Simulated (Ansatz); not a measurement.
System: GaN (slab).

Input file:

```
crystal:
  lattice:
    - [3.2162589223, 0.0, 0.0]
    - [-1.6081294611, 2.7853619318, 0.0]
    - [0.0, 0.0, 26.160773757]
  atoms:
    - { symbol: "N", position: [0.0, 0.0, 0.2866887681] }
    - { symbol: Ga, position: [0.3333333333, 0.6666666667, 0.3117842071] }
    - { symbol: "N", position: [0.3333333333, 0.6666666667, 0.3870705243] }
    - { symbol: Ga, position: [0.6666666667, 0.3333333333, 0.4121659633] }
    - { symbol: "N", position: [0.6666666667, 0.3333333333, 0.4874522805] }
    - { symbol: Ga, position: [0.0, 0.0, 0.5125477195] }
    - { symbol: "N", position: [0.0, 0.0, 0.5878340367] }
    - { symbol: Ga, position: [0.3333333333, 0.6666666667, 0.6129294757] }
    - { symbol: "N", position: [0.3333333333, 0.6666666667, 0.6882157929] }
    - { symbol: Ga, position: [0.6666666667, 0.3333333333, 0.7133112319] }
basis:
  ecutwfc: 420
kpoints:
  mp_grid: { grid: [9, 9, 1] }
hamiltonian:
  xc: pbesol
scf:
  occupations: { method: gaussian, width: 0.05 }
output:
  forces: true
  stress: true
  eigenvalues: true
  write_density: true
  write_potential: true
  elf: true
  volumetric_format: npy
efield:
  axis: 3
  dipole_correction: true
  ramp_width: 0.04
```

Run with:

```sh
ansatz run input.yaml --threads 1 --pin off --max-ram 2560MiB --backend cpu --events-out ev --progress --plain --runs-dir out
```

Not relaxed (largest force 1.9 eV/Å).

Method: DFT PBEsol, scalar-relativistic, plane waves, PAW (Ansatz).

Q: Predict the valence pseudo-density and electron localisation function between the atoms.

A: Ga–N (1.97 Å): ρ at the midpoint is about 0.75 e/Å³; the ELF peaks at about 0.85 in the valence shell of N, 0.7 Å from its nucleus, and is about 0.45 at the midpoint.

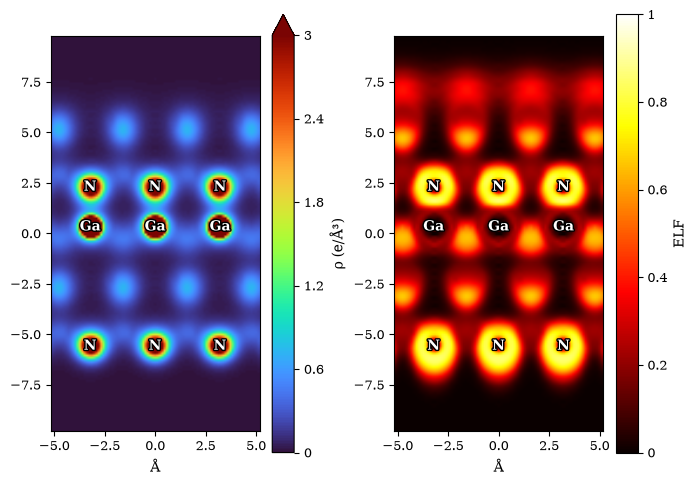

Computed valence pseudo-density and electron localisation function on the (100) plane of the calculation cell, a cut from vacuum to vacuum, in this order. Atoms just off the plane (Ga, 0.9 Å away and N, 0.9 Å away) can leave unmarked features too.

The density is the valence pseudo-density of a PAW calculation; it isn't the true density close to the nuclei.
